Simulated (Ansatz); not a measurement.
Read the following structure.

```
CELL_PARAMETERS angstrom
3.26349 0.00000 0.00000
0.00000 3.26349 0.00000
0.00000 0.00000 3.21597
ATOMIC_POSITIONS crystal
Pt 0.00000 0.00000 0.00000
Pt 0.50000 0.50000 0.50000
```

Describe what this structure looks like.

The element is platinum. Strictly the space group is I4/mmm (No. 139, within 0.01 Å). It is a distorted form of a body-centred cubic structure, space group Im-3m (No. 229) within 0.25 Å: body-centred cubic (W type). The cell holds two atoms. Pt is linked to eight Pt in a cubic arrangement at 2.81 Å. The bonds build a three-dimensional framework.

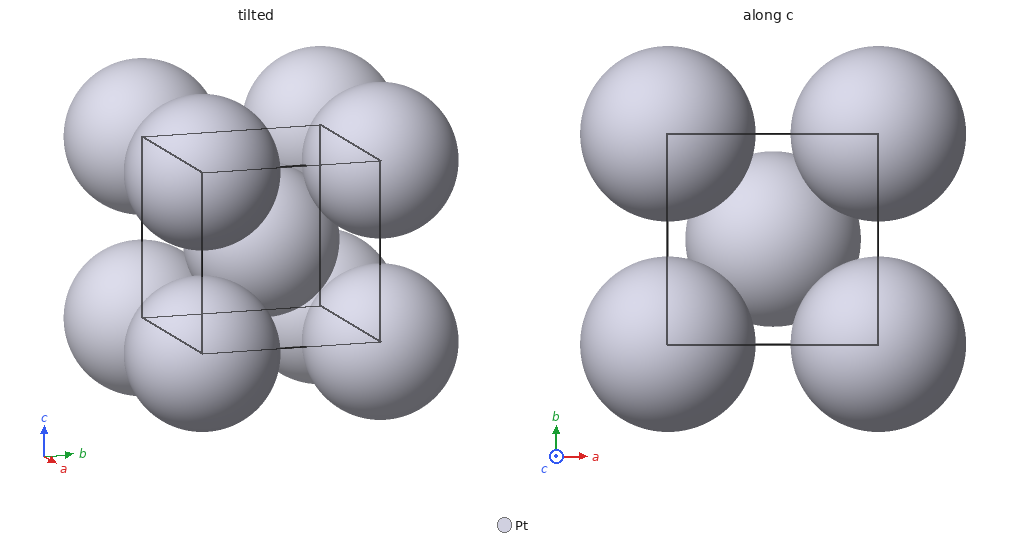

Space-filling drawing of the structure, looking slightly off an axis and along the c axis. Thin lines show the drawn cell (a repeat of the simulation cell), with boundary atoms drawn in all their periodic places. Colours: platinum light grey.

Starting structure: a structure listed in the Materials Project. The cell was then strained or its atoms displaced on purpose. Ansatz was used for an electronic-structure calculation on it.

At this level of theory the cell isn't at rest (stretched, at -28 GPa), so its distances can differ from those at equilibrium, the more so the softer the solid.
